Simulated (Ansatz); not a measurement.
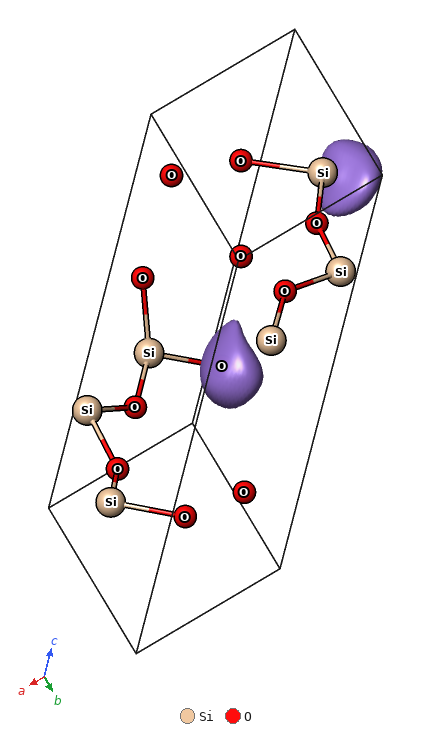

Figure. Si6O11 (cell charge −2, with a compensating background) (cell with a defect). Isosurface of the electron localisation function at 0.9 (purple), seen slightly off an axis. Core shells and regions of very low density are left out. Sticks mark near contacts.

PAW files of the earlier set (soft_1).

Level of theory: DFT PBE, scalar-relativistic, plane waves, PAW in Ansatz.

Core electrons are frozen (PAW), and the valence fields are smoothed inside the atomic spheres.

Q: Identify the bonds, lone pairs and shells in this picture.

A: The surface consists of one lobe on Si, pointing away from the bonds (lone pairs) and one region wrapped around Si (its valence shell), counted in one cell of 17 atoms. Regions shared between cells count once. Profiles from the grid: Si–O (1.59 Å): the ELF peaks at about 0.85 between the atoms (a shared but strongly polarised pair). Si–O (1.63 Å): the ELF peaks at about 0.85 between the atoms; a polar covalent bond.

Q: Does the calculation give a band gap?

A: It is gapped, with a Kohn–Sham gap of 1.4 eV on the k-point mesh, an upper bound to the gap of this method.
